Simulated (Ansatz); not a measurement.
## A series of single points on Ni

System: Ni (P6₃/mmc, 2 atoms in the cell).
Method: DFT, PBEsol, plane waves (420 eV) with PAW, scalar-relativistic, spin-polarised (Ansatz 0.2.0).

The 5 runs differ only in the geometry, by an even scaling of the cell at fixed fractional positions.

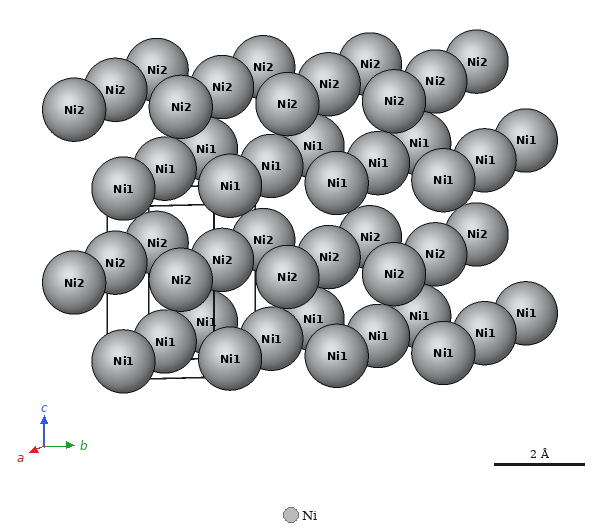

Figure 1. The structure of run 3 (spheres-only view of the cell of the calculation, repeated 3 × 4 × 2, seen slightly off an axis; atoms are numbered from 1 in the order of the input).

## Input of run 3
```yaml
crystal:
  lattice:
    - [2.4144713899, 0.0, 0.0]
    - [-1.2072356949, 2.0909935604, 0.0]
    - [0.0, 0.0, 3.960131736]
  atoms:
    - { symbol: Ni, position: [0.3333333333, 0.6666666667, 0.25], spin: 0.671 }
    - { symbol: Ni, position: [0.6666666667, 0.3333333333, 0.75], spin: 0.671 }
hamiltonian:
  xc: pbesol
  pseudopotentials:
    kind: paw
    azcp:
      Ni: "pseudopotentials/Ni.paw.azcp"
basis:
  ecutwfc: 420
  fft_grid_basis: typed
kpoints:
  mp_grid: { grid: [17, 17, 9], shift: [0, 0, 0] }
magnetization:
  spin_polarized: true
scf:
  occupations: { method: fermi_dirac, width: 0.05 }
  lower_state_search: "off"
output:
  stress: true
```

Run 2 differs from it as follows:
```diff
-    - [2.4144713899, 0.0, 0.0]
-    - [-1.2072356949, 2.0909935604, 0.0]
-    - [0.0, 0.0, 3.960131736]
+    - [2.3804602202, 0.0, 0.0]
+    - [-1.1902301101, 2.0615390234, 0.0]
+    - [0.0, 0.0, 3.9043478021]
```

## Results, with one run withheld

```tsv
run	volume per atom (Å³)	free energy per atom, from the lowest run given (meV)	pressure (GPa)
1	9.164	124.75	39.83
2	9.580	?	?
3	9.997	0.00	10.43
4	11.246	27.11	−14.50
5	11.663	71.69	−19.59
```

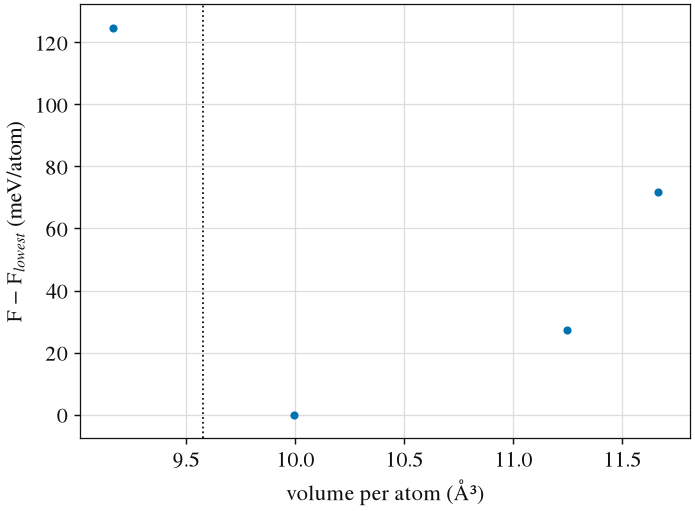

Figure 2. Free energy per atom of the runs given; the dotted line marks run 2.

Fit the runs given and predict run 2.

A quadratic polynomial in V^(−2/3) (the Birch–Murnaghan form), fitted to the 4 runs given, misses them by at most 0.99 meV per atom. With x = V^(−2/3) − 0.20938 Å⁻², it reads F = −13.759 − 14.461 x + 3.8498e+05 x² (meV per atom). At run 2 it gives 44.45 meV per atom, and the run itself gives 43.36. The slope of the fit gives a pressure −dF/dV of 23.40 GPa there, and the run prints 23.43 GPa. The fit has its minimum at 10.436 Å³ per atom, where V d²F/dV² gives 230 GPa. Cell shape and fractional positions are held, so this is the stiffness under even scaling; the relaxed bulk modulus wasn't computed. So low a polynomial doesn't follow these energies more closely.

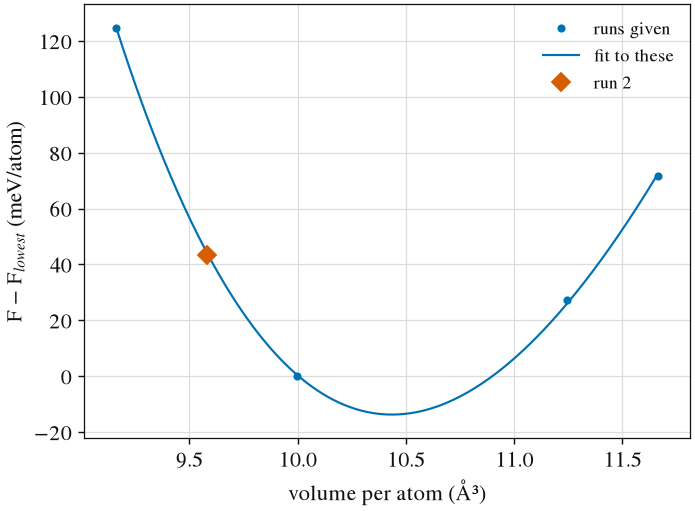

Figure 3. The fit and the withheld run.

## Output, shortened to warnings, some set-up lines, iterations and results (run 2)
```
Warning: [file] the record states the generating functional pbe (its physics header spells it `PBE`), which answers neither for hamiltonian.xc's functional nor for the pbesol family's — results may be inconsistent (PPs are generated against a specific XC)
Basis set: ecut = 420 eV, 373 PW (Γ)
Symmetry: 24 space group operations
k-points: 165 of 2601
Initial density: superposition of atomic densities (chi_scale 0.1, normalization cell)
[...]
SCF iter   1: F=—  HF=-11609.779253 eV  |F-HF|=—  |Δ(HF+E_count)|=         —  Δρ=2.30e-2 (↑7.23e-3 ↓2.30e-2)  dr2=6.82e-2  dr2_m=2.54e-2  M=1.218 μB ∫|m|=1.259 μB  β_m=0.30  …
SCF iter   2: F=—  HF=-11609.767141 eV  |F-HF|=—  |Δ(HF+E_count)|=   1.21e-2  Δρ=1.21e-2 (↑1.21e-2 ↓8.87e-3)  dr2=9.03e-3  dr2_m=1.38e-2  M=1.202 μB ∫|m|=1.262 μB  β_m=0.30  …
SCF iter   3: F=—  HF=-11609.777540 eV  |F-HF|=—  |Δ(HF+E_count)|=   1.04e-2  Δρ=1.05e-2 (↑1.05e-2 ↓6.11e-3)  dr2=5.26e-3  dr2_m=9.26e-3  M=1.201 μB ∫|m|=1.277 μB  β_m=1.00  …
SCF iter   4: F=—  HF=-11609.790938 eV  |F-HF|=—  |Δ(HF+E_count)|=   1.34e-2  Δρ=3.85e-3 (↑3.85e-3 ↓5.19e-4)  dr2=1.64e-3  dr2_m=6.52e-4  M=1.192 μB ∫|m|=1.303 μB  β_m=1.00  …
SCF iter   5: F=—  HF=-11609.793019 eV  |F-HF|=—  |Δ(HF+E_count)|=   2.08e-3  Δρ=2.53e-3 (↑2.53e-3 ↓4.51e-4)  dr2=8.56e-4  dr2_m=2.26e-4  M=1.196 μB ∫|m|=1.317 μB  β_m=1.00  …
[... 6 lines ...]
SCF iter  12: F=—  HF=-11609.797254 eV  |F-HF|=—  |Δ(HF+E_count)|=   2.48e-4  Δρ=5.83e-4 (↑5.83e-4 ↓3.67e-4)  dr2=4.77e-6  dr2_m=3.95e-5  M=1.227 μB ∫|m|=1.360 μB  β_m=0.81  …
SCF iter  13: F=—  HF=-11609.797318 eV  |F-HF|=—  |Δ(HF+E_count)|=   6.41e-5  Δρ=9.33e-4 (↑5.92e-4 ↓9.33e-4)  dr2=2.31e-4  dr2_m=5.56e-6  M=1.232 μB ∫|m|=1.367 μB  β_m=0.53  …
SCF iter  14: F=-11609.797265 eV  HF=-11609.797265 eV  |F-HF|=2.08e-8  |Δ(HF+E_count)|=   5.31e-5  Δρ=1.40e-5 (↑1.23e-5 ↓1.40e-5)  dr2=8.05e-9  dr2_m=2.45e-8  M=1.231 μB …
SCF iter  15: F=-11609.797265 eV  HF=-11609.797265 eV  |F-HF|=2.06e-9  |Δ(HF+E_count)|=   2.46e-8  Δρ=5.26e-6 (↑3.60e-6 ↓5.26e-6)  dr2=1.14e-9  dr2_m=2.63e-9  M=1.231 μB …
SCF 1 converged in 15 iterations: F = -11609.797265 eV  dr2 = 1.14e-9
SCF converged after 15 iterations
Magnetization: 1.2310 μB (18.6155 up, 17.3845 down)
Absolute magnetization: 1.3679 μB (∫|ρ↑−ρ↓|, with the PAW one-centre terms)
Spin contamination: 0.0090 ħ² per cell (⟨S²⟩ above its minimum at these occupations)
Per-site moments (μB) at R_I (Å): [(0.6456493208536463, 0.9819398408345245), (0.6456493208536455, 0.9819398408345245)]
Free energy (F): -11609.797265 eV
Harris-Foulkes:  -11609.797265 eV  (|F-HF|=2.06e-9)
Internal energy: -11609.766225 eV  (E = F + TS)
E sigma→0 (E₀):  -11609.781745 eV
Entropy (-TS):   -0.031040 eV (-15.520 meV/atom)
Fermi energy:    21.122923 eV
--- Per-component energies (eV) ---
  E_band       = -471.085923
  E_kinetic    = 570.375293
  E_local      = -6447.774770  (includes V_loc(G=0)·N_el)
  E_nonlocal   = 1270.877633
  E_hartree    = 2699.666122
  E_xc         = -171.650110
  E_vxc        = -222.239236  (∫ρ·V_xc dr)
  E_paw        = -3187.187619  (= ΣΔE_a)
  E_vpaw       = -1041.655085  (= ΣTr[D̂ρ^β])
  E_aug_tail   = 0.001095  (compensation charges beyond the density's cutoff)
  E_ewald      = -6344.468447
  E_core_change = 0.394578  (= ΣΔE_core)
  E_smearing   = -0.031040  (= −TS)
  E_closure    = -0.000000  (closes the sum)
  Σ components = -11609.797265   (vs F -11609.797265, Δ=0.00e0)
--- Stress (GPa, compression-positive) ---
       23.426158       0.000000      -0.000000
        0.000000      23.426158      -0.000000
       -0.000000      -0.000000      23.430734
  P = ⅓ Tr σ = 23.4277 GPa (234.277 kbar)
```

Warnings of the run: the PAW datasets were made with another functional.
